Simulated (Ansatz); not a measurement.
## V: geometry relaxation (part 1 of 3)

System: V (2 atoms in the cell).
Method: DFT, PBE, PAW with Ansatz's default frozen-core files, scalar-relativistic, no spin polarisation (Ansatz 0.2.0).

The structure was built on a prototype by a generator; it need not be a known phase. Its volume is 0.70 times that of the source entry. It belongs to a series of runs on one base structure; here: hcp relaxed under pressure, PAW files. Figures and captions count atoms from 1; the log counts them from 0 in places.

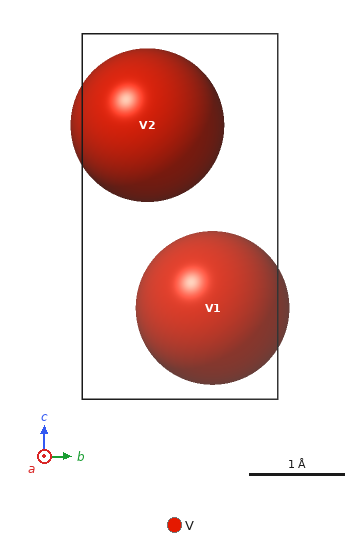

*The structure as given in the input (spheres-only view of the cell of the calculation, along the a axis; atoms are numbered from 1 in the order of the input).*

Input:
```yaml
crystal:
  lattice:
    - [2.374969465, 0.0, 0.0]
    - [-1.1874847325, 2.0567838899, 0.0]
    - [0.0, 0.0, 3.8474505334]
  atoms:
    - { symbol: V, position: [0.3333333333, 0.6666666667, 0.25] }
    - { symbol: V, position: [0.6666666667, 0.3333333333, 0.75] }
kpoints:
  mp_grid: { grid: [18, 18, 10] }
scf:
  occupations: { method: fermi_dirac, width: 0.1 }
hamiltonian:
  xc: pbe
  pseudopotentials: { kind: paw }
output:
  forces: true
  stress: true
  eigenvalues: true
  write_density: true
  write_potential: true
  elf: true
  volumetric_format: npy
relax:
  f_tol: 0.005
  max_steps: 40
  cell: { p_target: 130.0, stress_tol: 0.065 }
```

Launched with:
```bash
ansatz run input.yaml --threads 2 --pin off --max-ram 5120MiB --backend cpu --events-out ev --progress --plain --runs-dir out
```

Output:
```
Engine: ansatz 0.2.0, aarch64-unknown-linux-gnu
Pseudopotentials: kind: paw
Pseudopotential: V, paw, valence charge 13, recommended cutoff 420 eV (normal), V.paw.azcp
Functional definition: PBE
  parameter kappa = 0.804
  parameter beta = 0.06672455060314922
  exchange = pbe_x(kappa = kappa, mu = beta*pi^2/3)
  correlation = pbe_c(beta = beta)
Crystal: 2 atoms, lattice volume = 18.794 Å³
Basis set: ecut = 420 eV, 373 PW (Γ), exchange–correlation on 32×32×54 points (8 copies of the dense FFT grid, shifted against one another)
Bands: 17, of which v1, the nominal top of the filled ones, is band 13 counted from 1 (12 counted from 0)
Symmetry: 24 space group operations
Space group: P63/mmc (ITA 194), of the structure as read, at distance tolerance 2.7e-5 Å
k-points: 222 of 3240
Non-local potential: V, projectors of the file, l = 0: 3, l = 1: 2, l = 2: 3, l = 3: 1
PAW form: soft (Blöchl's): semilocal exchange-correlation on the pseudo side does not see the compensation charge
PAW one-centre angular grid: V, 590 points (default); XC on 64 Gauss nodes
Initial density: superposition of atomic densities (neutral atoms: chi_scale 0, normalization atom), corrected by the library's trained network
Initial wavefunctions: pseudopotential atomic-orbital guess
Functional: x = pbe(κ = 0.804, μ = 0.2195149727645171), c = pbe(β = 0.06672455060314922)
SCF iter   1: F=—  HF=-5821.432526 eV  |F-HF|=—  |Δ(HF+E_count)|=         —  Δρ=9.53e-3  dr2=1.15e-2  ethr=1.77e-3  ⟨swp⟩=4.1  Hψ=14983  notcnv=0
preconditioner: auto → none  [metal: Δε(μ)=0.014 eV  Ē_g=23.633 eV  σ=0.100 eV  W_gap=0.04  n_scr=2 (ndim 8)  ℏωp=40.2 eV  f_vac=0.000  D(μ)=2.33/eV (n_scr^D=34)  sad-step TF]
SCF iter   2: F=—  HF=-5821.428377 eV  |F-HF|=—  |Δ(HF+E_count)|=   4.15e-3  Δρ=5.05e-3  dr2=3.51e-3  ethr=4.44e-5  ⟨swp⟩=1.0  Hψ=5550  notcnv=0
SCF iter   3: F=—  HF=-5821.426764 eV  |F-HF|=—  |Δ(HF+E_count)|=   1.61e-3  Δρ=3.14e-4  dr2=9.51e-6  ethr=1.35e-5  ⟨swp⟩=2.0  Hψ=4933  notcnv=0
SCF iter   4: F=—  HF=-5821.426771 eV  |F-HF|=—  |Δ(HF+E_count)|=   7.09e-6  Δρ=9.79e-5  dr2=8.59e-7  ethr=3.66e-8  ⟨swp⟩=2.0  Hψ=6762  notcnv=0
iter 5 did not close the SCF: its close was put off for the readings that it lacked (scf_convergence_deferred on its scf_iter line)
SCF iter   5: F=-5821.426771 eV  HF=-5821.426771 eV  |F-HF|=9.09e-9  |Δ(HF+E_count)|=   6.25e-7  Δρ=1.33e-5  dr2=1.97e-8  ethr=3.31e-9  ⟨swp⟩=2.1  Hψ=5149  notcnv=0
SCF iter   6: F=-5821.426771 eV  HF=-5821.426771 eV  |F-HF|=4.26e-9  |Δ(HF+E_count)|=   1.88e-9  Δρ=6.31e-6  dr2=4.67e-9  ethr=7.57e-11  ⟨swp⟩=4.5  Hψ=20451  notcnv=0
the search or the solves at the SCF's close seem to have found levels that the self-consistency loop had missed (the run counts 1). By its estimate they hold under 1e-12 electrons; where the run keeps them, the occupations were computed again with them
SCF 1 converged in 6 iterations: F = -5821.426771 eV  dr2 = 4.67e-9
  greatest PAW one-centre occupation: 1.000 electrons in one spin orbital (limit 2), on the V atom at site 1 (counted from 0), in its partial waves of l = 0
relax step   1: F+E_penalty+E_count = -5821.42677141 eV  Δ(F+E_penalty+E_count) = +0.000e0 eV  max|allowed force component| = 2.961e-16 eV/Å  Δτ_max = 0.0000 Å  P = +137.632 GPa  Ω = 18.794 Å³  (6 SCF iters, dr2 threshold 1.00e-7 eV, accepted)
Crystal: 2 atoms, lattice volume = 19.001 Å³
Initial density: handed on by an earlier stage of this run
Initial wavefunctions: those handed on with the density
iter 1 solved again at ethr=4.18e-6 eV; its pass at ethr=3.10e-3 eV (dr2=1.09e-3 eV) is discarded
SCF iter   1: F=—  HF=-5821.619033 eV  |F-HF|=—  |Δ(HF+E_count)|=         —  Δρ=3.22e-3  dr2=1.06e-3  ethr=4.18e-6  ⟨swp⟩=1.1  Hψ=22893  notcnv=0
preconditioner: auto → none  [metal: Δε(μ)=0.006 eV  Ē_g=23.601 eV  σ=0.100 eV  W_gap=0.01  n_scr=2 (ndim 8)  ℏωp=40.0 eV  f_vac=0.000  D(μ)=2.43/eV (n_scr^D=34)]
SCF iter   2: F=—  HF=-5821.618787 eV  |F-HF|=—  |Δ(HF+E_count)|=   2.46e-4  Δρ=1.12e-3  dr2=8.95e-5  ethr=4.09e-6  ⟨swp⟩=2.1  Hψ=4920  notcnv=0
SCF iter   3: F=—  HF=-5821.618802 eV  |F-HF|=—  |Δ(HF+E_count)|=   1.52e-5  Δρ=2.34e-4  dr2=2.77e-6  ethr=3.44e-7  ⟨swp⟩=2.5  Hψ=5560  notcnv=0
iter 4 did not close the SCF: its close was put off for the readings that it lacked (scf_convergence_deferred on its scf_iter line)
SCF iter   4: F=-5821.618805 eV  HF=-5821.618805 eV  |F-HF|=1.40e-7  |Δ(HF+E_count)|=   2.65e-6  Δρ=2.75e-5  dr2=8.55e-8  ethr=1.07e-8  ⟨swp⟩=2.1  Hψ=5119  notcnv=0
iter 5 did not close the SCF: its close was put off for the readings that it lacked (scf_convergence_deferred on its scf_iter line)
SCF iter   5: F=-5821.618805 eV  HF=-5821.618805 eV  |F-HF|=7.80e-9  |Δ(HF+E_count)|=   5.61e-8  Δρ=1.04e-5  dr2=1.32e-8  ethr=3.29e-10  ⟨swp⟩=2.0  Hψ=6896  notcnv=0
SCF iter   6: F=-5821.618805 eV  HF=-5821.618805 eV  |F-HF|=4.87e-10  |Δ(HF+E_count)|=   3.57e-9  Δρ=2.60e-6  dr2=8.08e-10  ethr=5.06e-11  ⟨swp⟩=4.2  Hψ=18053  notcnv=0
the search or the solves at the SCF's close seem to have found levels that the self-consistency loop had missed (the run counts 1). By its estimate they hold under 1e-12 electrons; where the run keeps them, the occupations were computed again with them
SCF 2 converged in 6 iterations: F = -5821.618805 eV  dr2 = 8.08e-10
relax step   2: F+E_penalty+E_count = -5821.61880482 eV  Δ(F+E_penalty+E_count) = -1.920e-1 eV  max|allowed force component| = 2.591e-16 eV/Å  Δτ_max = 0.0000 Å  P = +131.195 GPa  Ω = 19.001 Å³  energy of the carried Pulay correction = -3.136e-4 eV  (6 SCF iters, dr2 threshold 2.00e-7 eV, accepted)
Crystal: 2 atoms, lattice volume = 19.377 Å³
iter 1 solved again at ethr=7.83e-5 eV; its pass at ethr=3.10e-3 eV (dr2=2.04e-2 eV) is discarded
SCF iter   1: F=—  HF=-5822.001163 eV  |F-HF|=—  |Δ(HF+E_count)|=         —  Δρ=1.29e-2  dr2=2.06e-2  ethr=7.83e-5  ⟨swp⟩=1.0  Hψ=25040  notcnv=0
preconditioner: auto → none  [metal: Δε(μ)=0.002 eV  Ē_g=23.577 eV  σ=0.100 eV  W_gap=0.01  n_scr=2 (ndim 8)  ℏωp=39.6 eV  f_vac=0.000  D(μ)=2.32/eV (n_scr^D=36)]
SCF iter   2: F=—  HF=-5821.994389 eV  |F-HF|=—  |Δ(HF+E_count)|=   6.77e-3  Δρ=4.18e-3  dr2=1.54e-3  ethr=7.83e-5  ⟨swp⟩=2.1  Hψ=5001  notcnv=0
SCF iter   3: F=—  HF=-5821.994123 eV  |F-HF|=—  |Δ(HF+E_count)|=   2.66e-4  Δρ=9.18e-4  dr2=3.66e-5  ethr=5.94e-6  ⟨swp⟩=2.3  Hψ=4843  notcnv=0
SCF iter   4: F=—  HF=-5821.994128 eV  |F-HF|=—  |Δ(HF+E_count)|=   4.58e-6  Δρ=1.58e-4  dr2=2.86e-6  ethr=1.41e-7  ⟨swp⟩=2.1  Hψ=4975  notcnv=0
iter 5 did not close the SCF: its close was put off for the readings that it lacked (scf_convergence_deferred on its scf_iter line)
SCF iter   5: F=-5821.994127 eV  HF=-5821.994127 eV  |F-HF|=3.70e-9  |Δ(HF+E_count)|=   6.92e-7  Δρ=1.93e-5  dr2=2.61e-8  ethr=1.10e-8  ⟨swp⟩=2.7  Hψ=6681  notcnv=0
SCF iter   6: F=-5821.994127 eV  HF=-5821.994127 eV  |F-HF|=2.09e-11  |Δ(HF+E_count)|=  5.90e-10  Δρ=9.68e-7  dr2=7.55e-11  ethr=1.00e-10  ⟨swp⟩=4.2  Hψ=20275  notcnv=0
the search or the solves at the SCF's close seem to have found levels that the self-consistency loop had missed (the run counts 4). By its estimate they hold under 1e-12 electrons; where the run keeps them, the occupations were computed again with them
SCF 3 converged in 6 iterations: F = -5821.994127 eV  dr2 = 7.55e-11
relax step   3: F+E_penalty+E_count = -5821.99412707 eV  Δ(F+E_penalty+E_count) = -3.753e-1 eV  max|allowed force component| = 1.110e-16 eV/Å  Δτ_max = 0.0000 Å  P = +119.268 GPa  Ω = 19.377 Å³  energy of the carried Pulay correction = -8.374e-4 eV  (6 SCF iters, dr2 threshold 2.00e-7 eV, accepted)
Crystal: 2 atoms, lattice volume = 19.400 Å³
Basis set: ecut = 420 eV, 387 PW (Γ), exchange–correlation on 32×32×54 points (8 copies of the dense FFT grid, shifted against one another)
iter 1 solved again at ethr=1.06e-4 eV; its pass at ethr=3.10e-3 eV (dr2=2.75e-2 eV) is discarded
SCF iter   1: F=—  HF=-5822.032707 eV  |F-HF|=—  |Δ(HF+E_count)|=         —  Δρ=1.33e-2  dr2=2.79e-2  ethr=1.06e-4  ⟨swp⟩=1.0  Hψ=25126  notcnv=0
preconditioner: auto → none  [metal: Δε(μ)=0.012 eV  Ē_g=23.655 eV  σ=0.100 eV  W_gap=0.03  n_scr=2 (ndim 8)  ℏωp=39.5 eV  f_vac=0.000  D(μ)=2.33/eV (n_scr^D=36)]
SCF iter   2: F=—  HF=-5822.023141 eV  |F-HF|=—  |Δ(HF+E_count)|=   9.57e-3  Δρ=3.51e-3  dr2=1.52e-3  ethr=1.06e-4  ⟨swp⟩=2.4  Hψ=5383  notcnv=0
SCF iter   3: F=—  HF=-5822.022805 eV  |F-HF|=—  |Δ(HF+E_count)|=   3.35e-4  Δρ=9.02e-4  dr2=5.31e-5  ethr=5.83e-6  ⟨swp⟩=2.4  Hψ=5733  notcnv=0
SCF iter   4: F=—  HF=-5822.022803 eV  |F-HF|=—  |Δ(HF+E_count)|=   2.39e-6  Δρ=1.78e-4  dr2=1.54e-6  ethr=2.04e-7  ⟨swp⟩=2.0  Hψ=4794  notcnv=0
iter 5 did not close the SCF: its close was put off for the readings that it lacked (scf_convergence_deferred on its scf_iter line)
SCF iter   5: F=-5822.022804 eV  HF=-5822.022804 eV  |F-HF|=3.04e-8  |Δ(HF+E_count)|=   8.98e-7  Δρ=2.77e-5  dr2=3.68e-8  ethr=5.93e-9  ⟨swp⟩=2.0  Hψ=6534  notcnv=0
SCF iter   6: F=-5822.022804 eV  HF=-5822.022804 eV  |F-HF|=0.00e0  |Δ(HF+E_count)|=   3.32e-8  Δρ=7.10e-7  dr2=3.11e-11  ethr=1.42e-10  ⟨swp⟩=4.3  Hψ=20795  notcnv=0
the search or the solves at the SCF's close seem to have found levels that the self-consistency loop had missed (the run counts 2). By its estimate they hold under 1e-12 electrons; where the run keeps them, the occupations were computed again with them
SCF 4 converged in 6 iterations: F = -5822.022804 eV  dr2 = 3.11e-11
relax step   4: F+E_penalty+E_count = -5822.02280390 eV  Δ(F+E_penalty+E_count) = -2.868e-2 eV  max|allowed force component| = 1.156e-16 eV/Å  Δτ_max = 0.0000 Å  P = +117.354 GPa  Ω = 19.400 Å³  energy of the carried Pulay correction = -8.033e-4 eV  (6 SCF iters, dr2 threshold 2.00e-7 eV, accepted)
Crystal: 2 atoms, lattice volume = 18.906 Å³
Basis set: ecut = 420 eV, 361 PW (Γ), exchange–correlation on 32×32×54 points (8 copies of the dense FFT grid, shifted against one another)
iter 1 solved again at ethr=7.09e-6 eV; its pass at ethr=3.10e-3 eV (dr2=1.84e-3 eV) is discarded
SCF iter   1: F=—  HF=-5821.651326 eV  |F-HF|=—  |Δ(HF+E_count)|=         —  Δρ=3.75e-3  dr2=1.86e-3  ethr=7.09e-6  ⟨swp⟩=1.3  Hψ=25249  notcnv=0
preconditioner: auto → none  [metal: Δε(μ)=0.009 eV  Ē_g=23.683 eV  σ=0.100 eV  W_gap=0.02  n_scr=2 (ndim 8)  ℏωp=40.1 eV  f_vac=0.000  D(μ)=2.21/eV (n_scr^D=36)]
SCF iter   2: F=—  HF=-5821.650920 eV  |F-HF|=—  |Δ(HF+E_count)|=   4.06e-4  Δρ=1.21e-3  dr2=1.41e-4  ethr=7.09e-6  ⟨swp⟩=2.3  Hψ=5512  notcnv=0
SCF iter   3: F=—  HF=-5821.650981 eV  |F-HF|=—  |Δ(HF+E_count)|=   6.10e-5  Δρ=2.36e-4  dr2=2.61e-6  ethr=5.44e-7  ⟨swp⟩=2.1  Hψ=5286  notcnv=0
SCF iter   4: F=—  HF=-5821.650992 eV  |F-HF|=—  |Δ(HF+E_count)|=   1.10e-5  Δρ=7.42e-5  dr2=6.80e-7  ethr=1.00e-8  ⟨swp⟩=2.0  Hψ=6747  notcnv=0
iter 5 did not close the SCF: its close was put off for the readings that it lacked (scf_convergence_deferred on its scf_iter line)
SCF iter   5: F=-5821.650992 eV  HF=-5821.650992 eV  |F-HF|=2.97e-8  |Δ(HF+E_count)|=   1.61e-7  Δρ=1.60e-5  dr2=2.69e-8  ethr=2.62e-9  ⟨swp⟩=2.0  Hψ=6212  notcnv=0
SCF iter   6: F=-5821.650992 eV  HF=-5821.650992 eV  |F-HF|=5.10e-10  |Δ(HF+E_count)|=   1.22e-8  Δρ=2.18e-6  dr2=4.96e-10  ethr=1.03e-10  ⟨swp⟩=4.8  Hψ=20967  notcnv=0
the search or the solves at the SCF's close seem to have found levels that the self-consistency loop had missed (the run counts 1). By its estimate they hold under 1e-12 electrons; where the run keeps them, the occupations were computed again with them
SCF 5 converged in 6 iterations: F = -5821.650992 eV  dr2 = 4.96e-10
relax step   5: F+E_penalty+E_count = -5821.65099187 eV  Δ(F+E_penalty+E_count) = +3.718e-1 eV  max|allowed force component| = 8.327e-17 eV/Å  Δτ_max = 0.0000 Å  P = +132.039 GPa  Ω = 18.906 Å³  energy of the carried Pulay correction = -6.023e-5 eV  (6 SCF iters, dr2 threshold 2.00e-7 eV, accepted)
Crystal: 2 atoms, lattice volume = 18.969 Å³
iter 1 solved again at ethr=2.20e-7 eV; its pass at ethr=3.10e-3 eV (dr2=5.72e-5 eV) is discarded
```
